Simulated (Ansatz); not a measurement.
## Run report: AlGa3N4, geometry relaxation (part 1 of 2)

System: AlGa3N4 (8 atoms in the cell).
Method: DFT LDA, scalar-relativistic, plane waves, PAW, no spin polarisation (Ansatz 0.2.0).

The structure derives from a Materials Project entry. Figures and captions count atoms from 1; the log counts them from 0 in places.

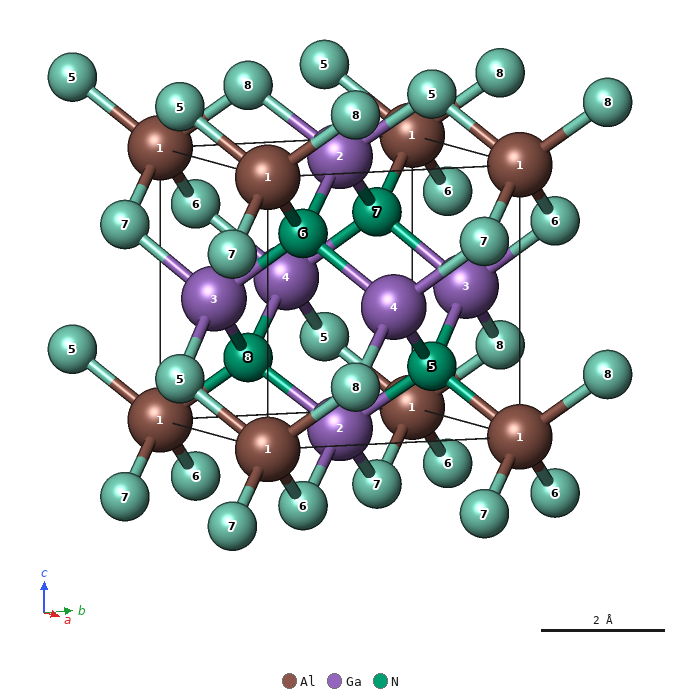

Figure 1. The input geometry (ball-and-stick view of the cell of the calculation, seen slightly off an axis; neighbours outside the cell are drawn fainter; atoms are numbered from 1 in the order of the input). Near neighbours in the crystal (not all of them lie inside the picture): Al has 4 N at 1.89 Å; Ga has 4 N at 1.95 Å; N has 1 Al at 1.89 Å and 3 Ga at 1.95 Å.

**Summary**

| quantity | value |
| --- | --- |
| outcome | converged |
| space group (tolerance 0.01 Å) | P-43m (215) |
| electrons treated | 62 |
| free energy | −13136.0548 eV |
| Fermi energy | 10.355 eV |
| gap on the k-point mesh | 2.56 eV |
| pressure | −0.01 GPa |
| final volume | 86.76 Å³ |
| largest force (length of the vector) at the end | 0.002 eV/Å |
| final cell | a = 4.427 Å, b = 4.427 Å, c = 4.427 Å, α = 90.00°, β = 90.00°, γ = 90.00° |
| hardware | 2 threads of Oxide Virtual Turin-like (Zen 5), 32 GiB of memory available, shared host |
| wall time | 15 s (CPU time 28 s) |
| peak memory | 0.4 GiB |

**The input**
```yaml
crystal:
  lattice:
    - [4.47168536, 0.0, 0.0]
    - [0.0, 4.47168536, 0.0]
    - [0.0, 0.0, 4.47168536]
  atoms:
    - { symbol: Al, position: [0.0, 0.0, 0.0] }
    - { symbol: Ga, position: [0.5, 0.5, 0.0] }
    - { symbol: Ga, position: [0.5, 0.0, 0.5] }
    - { symbol: Ga, position: [0.0, 0.5, 0.5] }
    - { symbol: "N", position: [0.75571442, 0.75571442, 0.24428558] }
    - { symbol: "N", position: [0.75571442, 0.24428558, 0.75571442] }
    - { symbol: "N", position: [0.24428558, 0.75571442, 0.75571442] }
    - { symbol: "N", position: [0.24428558, 0.24428558, 0.24428558] }
basis:
  ecutwfc: 420
kpoints:
  mp_grid: { grid: [6, 6, 6] }
hamiltonian:
  xc: lda
scf:
  occupations: { method: gaussian, width: 0.02 }
output:
  forces: true
  stress: true
  eigenvalues: true
  write_density: true
  write_potential: true
  elf: true
  volumetric_format: npy
relax:
  adjacent_minimum: "off"
  f_tol: 0.005
  max_steps: 80
  cell: { stress_tol: 0.05 }
```

Launched with:
```bash
ansatz run input.yaml --threads 2 --pin off --max-ram 6144MiB --backend cpu --events-out ev --progress --plain --runs-dir out
```

**What the program printed**
```
Engine: ansatz 0.2.0, x86_64-unknown-linux-gnu
Pseudopotentials: kind: paw
Pseudopotential: Al, paw, valence charge 3, recommended cutoff 420 eV (normal), Al.paw.azcp
Pseudopotential: Ga, paw, valence charge 13, recommended cutoff 420 eV (normal), Ga.paw.azcp
Pseudopotential: N, paw, valence charge 5, recommended cutoff 420 eV (normal), N.paw.azcp
Functional definition: SPW92
  exchange = slater_x
  correlation = pw_c
Crystal: 8 atoms, lattice volume = 89.416 Å³
Basis set: ecut = 420 eV, 1743 PW (Γ)
Bands: 39, of which v1, the nominal top of the filled ones, is band 31 counted from 1 (30 counted from 0)
Symmetry: 24 space group operations
Space group: P-43m (ITA 215), of the structure as read, at distance tolerance 4.5e-5 Å
k-points: 20 of 216 (time reversal used)
Non-local potential: Al, projectors of the file, l = 0: 2, l = 1: 2, l = 2: 1
Non-local potential: Ga, projectors of the file, l = 0: 2, l = 1: 2, l = 2: 3, l = 3: 1
Non-local potential: N, projectors of the file, l = 0: 2, l = 1: 2, l = 2: 1
PAW form: soft (Blöchl's): semilocal exchange-correlation on the pseudo side does not see the compensation charge
PAW frozen core: Al, regenerated for the run's functional, and the local potential with it (the file was generated under x = pbe(κ = 0.804, μ = 0.2195149727645171), c = pbe(β = 0.06672455060314922))
PAW frozen core: Ga, regenerated for the run's functional, and the local potential with it (the file was generated under x = pbe(κ = 0.804, μ = 0.2195149727645171), c = pbe(β = 0.06672455060314922))
PAW frozen core: N, regenerated for the run's functional, and the local potential with it (the file was generated under x = pbe(κ = 0.804, μ = 0.2195149727645171), c = pbe(β = 0.06672455060314922))
PAW one-centre angular grid: Al, 110 points (default); XC on 64 Gauss nodes
PAW one-centre angular grid: Ga, 590 points (default); XC on 64 Gauss nodes
PAW one-centre angular grid: N, 110 points (default); XC on 64 Gauss nodes
Initial density: superposition of atomic densities (neutral atoms: chi_scale 0, normalization atom), corrected by the library's trained network
Initial wavefunctions: pseudopotential atomic-orbital guess
Functional: x = slater, c = lda
SCF iter   1: F=—  HF=-13136.043983 eV  |F-HF|=—  |Δ(HF+E_count)|=         —  Δρ=1.24e-2  dr2=1.36e-1  ethr=1.77e-3  ⟨swp⟩=6.5  Hψ=3090  notcnv=0
preconditioner: auto → Resta (q_TF=auto, 2.567 Å⁻¹)  ε∞=4.7  [insulator: Δε(μ)=2.252 eV  Ē_g=16.079 eV  σ=0.020 eV  W_gap=1.00  n_scr=26 (ndim 8)  ℏωp=30.9 eV  f_vac=0.000  D(μ)=0.00/eV (n_scr^D=0)  ε∞_Penn≈4.7]
SCF iter   2: F=—  HF=-13136.005589 eV  |F-HF|=—  |Δ(HF+E_count)|=   3.84e-2  Δρ=3.51e-3  dr2=6.06e-3  ethr=2.19e-4  ⟨swp⟩=2.1  Hψ=1247  notcnv=0  defer=61
SCF iter   3: F=—  HF=-13136.003776 eV  |F-HF|=—  |Δ(HF+E_count)|=   1.81e-3  Δρ=1.55e-3  dr2=1.19e-3  ethr=9.77e-6  ⟨swp⟩=1.4  Hψ=731  notcnv=0  defer=61
SCF iter   4: F=—  HF=-13136.003360 eV  |F-HF|=—  |Δ(HF+E_count)|=   4.16e-4  Δρ=1.41e-4  dr2=1.21e-5  ethr=1.92e-6  ⟨swp⟩=2.0  Hψ=936  notcnv=0  defer=61
SCF iter   5: F=—  HF=-13136.003357 eV  |F-HF|=—  |Δ(HF+E_count)|=   2.62e-6  Δρ=8.09e-5  dr2=3.17e-6  ethr=1.94e-8  ⟨swp⟩=2.0  Hψ=1339  notcnv=0  defer=61
SCF iter   6: F=—  HF=-13136.003356 eV  |F-HF|=—  |Δ(HF+E_count)|=   1.31e-6  Δρ=3.12e-5  dr2=6.32e-7  ethr=5.11e-9  ⟨swp⟩=2.0  Hψ=1073  notcnv=0  defer=61
SCF iter   7: F=-13136.003356 eV  HF=-13136.003356 eV  |F-HF|=3.69e-8  |Δ(HF+E_count)|=   1.62e-7  Δρ=8.01e-6  dr2=4.72e-8  ethr=1.61e-10  ⟨swp⟩=11.2  Hψ=5428  notcnv=0
SCF 1 converged in 7 iterations: F = -13136.003356 eV  dr2 = 4.72e-8
  greatest PAW one-centre occupation: 0.996 electrons in one spin orbital (limit 2), on the Ga atom at site 1 (counted from 0), in its partial waves of l = 2
relax step   1: F+E_penalty+E_count = -13136.00335585 eV  Δ(F+E_penalty+E_count) = +0.000e0 eV  max|allowed force component| = 1.004e-1 eV/Å  Δτ_max = 0.0000 Å  P = -5.792 GPa  Ω = 89.416 Å³  (7 SCF iters, dr2 threshold 1.00e-7 eV, accepted)
Crystal: 8 atoms, lattice volume = 87.841 Å³
Initial density: handed on by an earlier stage of this run
Initial wavefunctions: those handed on with the density
iter 1 solved again at ethr=2.23e-5 eV; its pass at ethr=3.10e-3 eV (dr2=1.38e-2 eV) is discarded
SCF iter   1: F=—  HF=-13136.056475 eV  |F-HF|=—  |Δ(HF+E_count)|=         —  Δρ=3.82e-3  dr2=1.42e-2  ethr=2.23e-5  ⟨swp⟩=1.7  Hψ=3577  notcnv=0
preconditioner: auto → Resta (q_TF=auto, 2.574 Å⁻¹)  ε∞=4.7  [insulator: Δε(μ)=2.499 eV  Ē_g=16.245 eV  σ=0.020 eV  W_gap=1.00  n_scr=26 (ndim 8)  ℏωp=31.2 eV  f_vac=0.000  D(μ)=0.00/eV (n_scr^D=0)  ε∞_Penn≈4.7]
SCF iter   2: F=—  HF=-13136.052392 eV  |F-HF|=—  |Δ(HF+E_count)|=   4.08e-3  Δρ=7.69e-4  dr2=4.90e-4  ethr=2.23e-5  ⟨swp⟩=2.0  Hψ=1176  notcnv=0
SCF iter   3: F=—  HF=-13136.052278 eV  |F-HF|=—  |Δ(HF+E_count)|=   1.14e-4  Δρ=4.43e-4  dr2=1.48e-4  ethr=7.90e-7  ⟨swp⟩=1.0  Hψ=780  notcnv=0
SCF iter   4: F=—  HF=-13136.052254 eV  |F-HF|=—  |Δ(HF+E_count)|=   2.44e-5  Δρ=1.08e-4  dr2=7.44e-6  ethr=2.38e-7  ⟨swp⟩=2.1  Hψ=1405  notcnv=0
SCF iter   5: F=-13136.052247 eV  HF=-13136.052247 eV  |F-HF|=1.23e-8  |Δ(HF+E_count)|=   6.87e-6  Δρ=3.56e-5  dr2=7.21e-7  ethr=1.29e-9  ⟨swp⟩=11.2  Hψ=6778  notcnv=0
SCF 2 converged in 5 iterations: F = -13136.052247 eV  dr2 = 7.21e-7
  greatest PAW one-centre occupation: 0.996 electrons in one spin orbital (limit 2), on the Ga atom at site 2 (counted from 0), in its partial waves of l = 2
relax step   2: F+E_penalty+E_count = -13136.05224723 eV  Δ(F+E_penalty+E_count) = -4.889e-2 eV  max|allowed force component| = 3.563e-2 eV/Å  Δτ_max = 0.0046 Å  P = -2.381 GPa  Ω = 87.841 Å³  energy of the carried Pulay correction = +6.288e-3 eV  (5 SCF iters, dr2 threshold 8.00e-7 eV, accepted)
Crystal: 8 atoms, lattice volume = 86.777 Å³
iter 1 solved again at ethr=1.08e-5 eV; its pass at ethr=3.10e-3 eV (dr2=6.71e-3 eV) is discarded
SCF iter   1: F=—  HF=-13136.066496 eV  |F-HF|=—  |Δ(HF+E_count)|=         —  Δρ=2.66e-3  dr2=6.74e-3  ethr=1.08e-5  ⟨swp⟩=1.7  Hψ=3025  notcnv=0
preconditioner: auto → Resta (q_TF=auto, 2.580 Å⁻¹)  ε∞=4.7  [insulator: Δε(μ)=2.575 eV  Ē_g=16.333 eV  σ=0.020 eV  W_gap=1.00  n_scr=26 (ndim 8)  ℏωp=31.4 eV  f_vac=0.000  D(μ)=0.00/eV (n_scr^D=0)  ε∞_Penn≈4.7]
SCF iter   2: F=—  HF=-13136.064545 eV  |F-HF|=—  |Δ(HF+E_count)|=   1.95e-3  Δρ=5.44e-4  dr2=2.50e-4  ethr=1.08e-5  ⟨swp⟩=2.0  Hψ=1174  notcnv=0
SCF iter   3: F=—  HF=-13136.064491 eV  |F-HF|=—  |Δ(HF+E_count)|=   5.41e-5  Δρ=3.12e-4  dr2=7.22e-5  ethr=4.03e-7  ⟨swp⟩=1.0  Hψ=780  notcnv=0
SCF iter   4: F=—  HF=-13136.064478 eV  |F-HF|=—  |Δ(HF+E_count)|=   1.31e-5  Δρ=4.33e-5  dr2=1.29e-6  ethr=1.16e-7  ⟨swp⟩=2.0  Hψ=1328  notcnv=0
SCF iter   5: F=-13136.064477 eV  HF=-13136.064478 eV  |F-HF|=2.96e-7  |Δ(HF+E_count)|=   3.94e-7  Δρ=2.15e-5  dr2=2.28e-7  ethr=1.29e-9  ⟨swp⟩=10.2  Hψ=6540  notcnv=0
SCF 3 converged in 5 iterations: F = -13136.064477 eV  dr2 = 2.28e-7
  greatest PAW one-centre occupation: 0.996 electrons in one spin orbital (limit 2), on the Ga atom at site 3 (counted from 0), in its partial waves of l = 2
relax step   3: F+E_penalty+E_count = -13136.06447741 eV  Δ(F+E_penalty+E_count) = -1.223e-2 eV  max|allowed force component| = 4.837e-3 eV/Å  Δτ_max = 0.0027 Å  P = +0.107 GPa  Ω = 86.777 Å³  energy of the carried Pulay correction = +1.060e-2 eV  (5 SCF iters, dr2 threshold 8.00e-7 eV, accepted)
Crystal: 8 atoms, lattice volume = 86.823 Å³
iter 1 solved again at ethr=2.18e-8 eV; its pass at ethr=3.10e-3 eV (dr2=1.35e-5 eV) is discarded
SCF iter   1: F=—  HF=-13136.064315 eV  |F-HF|=—  |Δ(HF+E_count)|=         —  Δρ=1.22e-4  dr2=1.36e-5  ethr=2.18e-8  ⟨swp⟩=1.7  Hψ=2973  notcnv=0
preconditioner: auto → Resta (q_TF=auto, 2.579 Å⁻¹)  ε∞=4.7  [insulator: Δε(μ)=2.550 eV  Ē_g=16.323 eV  σ=0.020 eV  W_gap=1.00  n_scr=26 (ndim 8)  ℏωp=31.4 eV  f_vac=0.000  D(μ)=0.00/eV (n_scr^D=0)  ε∞_Penn≈4.7]
SCF iter   2: F=—  HF=-13136.064310 eV  |F-HF|=—  |Δ(HF+E_count)|=   4.32e-6  Δρ=2.60e-5  dr2=5.29e-7  ethr=2.18e-8  ⟨swp⟩=2.9  Hψ=1363  notcnv=0
SCF iter   3: F=—  HF=-13136.064310 eV  |F-HF|=—  |Δ(HF+E_count)|=   1.64e-7  Δρ=1.33e-5  dr2=1.17e-7  ethr=4.60e-11  ⟨swp⟩=8.1  Hψ=4540  notcnv=0
SCF iter   4: F=-13136.064310 eV  HF=-13136.064310 eV  |F-HF|=2.61e-8  |Δ(HF+E_count)|=   3.55e-8  Δρ=3.59e-6  dr2=9.71e-9  ethr=4.60e-11  ⟨swp⟩=7.2  Hψ=4277  notcnv=0
SCF 4 converged in 4 iterations: F = -13136.064310 eV  dr2 = 9.71e-9
relax step   4: F+E_penalty+E_count = -13136.06431013 eV  Δ(F+E_penalty+E_count) = +1.673e-4 eV  max|allowed force component| = 7.258e-4 eV/Å  Δτ_max = 0.0003 Å  P = -0.004 GPa  Ω = 86.823 Å³  energy of the carried Pulay correction = +1.041e-2 eV  (4 SCF iters, dr2 threshold 2.85e-8 eV, accepted)
Initial wavefunctions: pseudopotential atomic-orbital guess (no wavefunctions were taken with the density)
iter 1 solved again at ethr=3.13e-8 eV; its pass at ethr=3.10e-3 eV (dr2=1.94e-5 eV) is discarded
SCF iter   1: F=—  HF=-13136.054890 eV  |F-HF|=—  |Δ(HF+E_count)|=         —  Δρ=1.99e-4  dr2=5.42e-6  ethr=3.13e-8  ⟨swp⟩=3.1  Hψ=5342  notcnv=0
preconditioner: auto → Resta (q_TF=auto, 2.579 Å⁻¹)  ε∞=4.7  [insulator: Δε(μ)=2.551 eV  Ē_g=16.323 eV  σ=0.020 eV  W_gap=1.00  n_scr=26 (ndim 8)  ℏωp=31.4 eV  f_vac=0.000  D(μ)=0.00/eV (n_scr^D=0)  ε∞_Penn≈4.7]
SCF iter   2: F=—  HF=-13136.054889 eV  |F-HF|=—  |Δ(HF+E_count)|=   1.14e-6  Δρ=1.02e-4  dr2=1.56e-6  ethr=8.75e-9  ⟨swp⟩=2.4  Hψ=1294  notcnv=0
SCF iter   3: F=—  HF=-13136.054890 eV  |F-HF|=—  |Δ(HF+E_count)|=   4.81e-7  Δρ=3.02e-5  dr2=9.69e-8  ethr=2.52e-9  ⟨swp⟩=3.0  Hψ=1585  notcnv=0
SCF iter   4: F=—  HF=-13136.054890 eV  |F-HF|=—  |Δ(HF+E_count)|=   1.18e-8  Δρ=3.96e-6  dr2=7.72e-9  ethr=1.56e-10  ⟨swp⟩=2.0  Hψ=1396  notcnv=0
SCF iter   5: F=—  HF=-13136.054890 eV  |F-HF|=—  |Δ(HF+E_count)|=   4.85e-9  Δρ=8.48e-7  dr2=3.74e-10  ethr=1.24e-11  ⟨swp⟩=2.4  Hψ=1359  notcnv=0
SCF iter   6: F=-13136.054890 eV  HF=-13136.054890 eV  |F-HF|=3.64e-12  |Δ(HF+E_count)|=  8.15e-10  Δρ=3.10e-7  dr2=2.29e-11  ethr=1.00e-12  ⟨swp⟩=6.2  Hψ=3814  notcnv=0
SCF 5 converged in 6 iterations: F = -13136.054890 eV  dr2 = 2.29e-11
relax step   5: F+E_penalty+E_count = -13136.05488958 eV  Δ(F+E_penalty+E_count) = +9.421e-3 eV  max|allowed force component| = 9.691e-4 eV/Å  Δτ_max = 0.0000 Å  P = -0.155 GPa  Ω = 86.823 Å³  stress off target by 1.55e-1 GPa  SCF on the basis re-selected at this cell (its energy is not comparable with the rows above)  (6 SCF iters)
basis re-selected at this cell: Δ(F+E_penalty+E_count) = +9.421e-3 eV, ΔP = -0.151 GPa vs the last step (what re-selecting the basis moved, of the pressure what is left beyond the Pulay correction that the steps carried, after the strain that the cell walked since its last selection, with what the two solves' SCF thresholds leave and, on support functions, any second-order correction that the steps lacked; it is no measure of the basis error at this ecutwfc). This SCF's stress stands 1.55e-1 GPa from its target on what of the cell is left free (relax.cell.stress_tol is 5.00e-2 GPa) and its largest allowed force component is 9.69e-4 eV/Å (relax.f_tol is 5.00e-3 eV/Å): not within both, so this SCF does not close the relaxation
Crystal: 8 atoms, lattice volume = 86.763 Å³
iter 1 solved again at ethr=3.57e-8 eV; its pass at ethr=3.10e-3 eV (dr2=2.21e-5 eV) is discarded
SCF iter   1: F=—  HF=-13136.055177 eV  |F-HF|=—  |Δ(HF+E_count)|=         —  Δρ=1.51e-4  dr2=2.21e-5  ethr=3.57e-8  ⟨swp⟩=1.3  Hψ=2890  notcnv=0
preconditioner: auto → Resta (q_TF=auto, 2.580 Å⁻¹)  ε∞=4.7  [insulator: Δε(μ)=2.557 eV  Ē_g=16.328 eV  σ=0.020 eV  W_gap=1.00  n_scr=26 (ndim 8)  ℏωp=31.4 eV  f_vac=0.000  D(μ)=0.00/eV (n_scr^D=0)  ε∞_Penn≈4.7]
SCF iter   2: F=—  HF=-13136.055171 eV  |F-HF|=—  |Δ(HF+E_count)|=   6.46e-6  Δρ=3.19e-5  dr2=8.58e-7  ethr=3.57e-8  ⟨swp⟩=2.0  Hψ=1016  notcnv=0
SCF iter   3: F=—  HF=-13136.055170 eV  |F-HF|=—  |Δ(HF+E_count)|=   2.19e-7  Δρ=1.78e-5  dr2=2.31e-7  ethr=9.65e-11  ⟨swp⟩=8.1  Hψ=4613  notcnv=0
SCF iter   4: F=-13136.055170 eV  HF=-13136.055170 eV  |F-HF|=1.24e-8  |Δ(HF+E_count)|=   4.67e-8  Δρ=3.16e-6  dr2=7.48e-9  ethr=9.65e-11  ⟨swp⟩=5.0  Hψ=4601  notcnv=0
SCF 6 converged in 4 iterations: F = -13136.055170 eV  dr2 = 7.48e-9
relax step   6: F+E_penalty+E_count = -13136.05517036 eV  Δ(F+E_penalty+E_count) = -2.808e-4 eV  max|allowed force component| = 1.384e-3 eV/Å  Δτ_max = 0.0000 Å  P = -0.010 GPa  Ω = 86.763 Å³  energy of the carried Pulay correction = +2.498e-4 eV  (4 SCF iters, dr2 threshold 5.98e-8 eV, accepted)
iter 1 solved again at ethr=3.34e-8 eV; its pass at ethr=3.10e-3 eV (dr2=2.07e-5 eV) is discarded
SCF iter   1: F=—  HF=-13136.054787 eV  |F-HF|=—  |Δ(HF+E_count)|=         —  Δρ=7.94e-6  dr2=1.41e-8  ethr=3.34e-8  ⟨swp⟩=3.1  Hψ=5341  notcnv=0
preconditioner: auto → Resta (q_TF=auto, 2.580 Å⁻¹)  ε∞=4.7  [insulator: Δε(μ)=2.556 eV  Ē_g=16.328 eV  σ=0.020 eV  W_gap=1.00  n_scr=26 (ndim 8)  ℏωp=31.4 eV  f_vac=0.000  D(μ)=0.00/eV (n_scr^D=0)  ε∞_Penn≈4.7]
SCF iter   2: F=—  HF=-13136.054788 eV  |F-HF|=—  |Δ(HF+E_count)|=   1.45e-6  Δρ=4.19e-6  dr2=4.59e-9  ethr=2.27e-11  ⟨swp⟩=2.2  Hψ=1409  notcnv=0
SCF iter   3: F=—  HF=-13136.054788 eV  |F-HF|=—  |Δ(HF+E_count)|=  4.33e-10  Δρ=2.12e-6  dr2=1.16e-9  ethr=7.40e-12  ⟨swp⟩=2.5  Hψ=1304  notcnv=0
SCF iter   4: F=-13136.054788 eV  HF=-13136.054788 eV  |F-HF|=1.46e-11  |Δ(HF+E_count)|=  3.53e-10  Δρ=2.98e-7  dr2=4.60e-11  ethr=1.00e-12  ⟨swp⟩=4.5  Hψ=3845  notcnv=0
SCF 7 converged in 4 iterations: F = -13136.054788 eV  dr2 = 4.60e-11
relax step   7: F+E_penalty+E_count = -13136.05478811 eV  Δ(F+E_penalty+E_count) = +3.822e-4 eV  max|allowed force component| = 1.383e-3 eV/Å  Δτ_max = 0.0000 Å  P = -0.012 GPa  Ω = 86.763 Å³  stress off target by 1.20e-2 GPa  SCF on the basis re-selected at this cell (its energy is not comparable with the rows above)  (4 SCF iters)
```

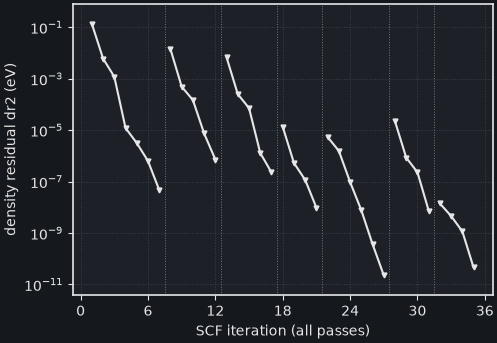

Figure 2. Convergence of the self-consistent field: density residual dr2 against the SCF iteration. The dotted lines part the SCF passes of the relaxation: geometry steps, rejected trials and re-solves on a re-selected basis. The 7 passes take 4 to 7 iterations each, 35 in all.

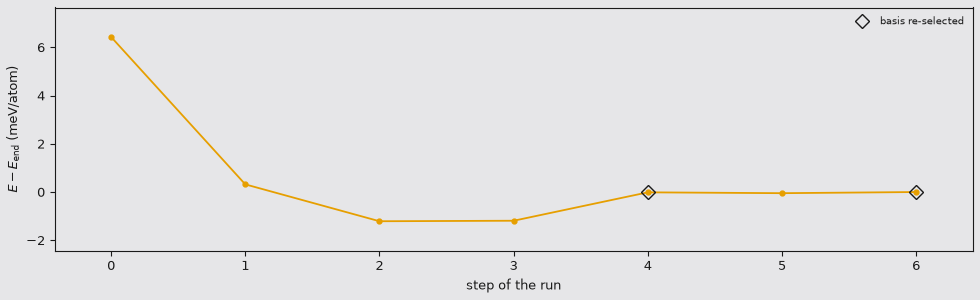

Figure 3. Progress of the relaxation, step by step (the first geometry is step 0 here and step 1 in the log).
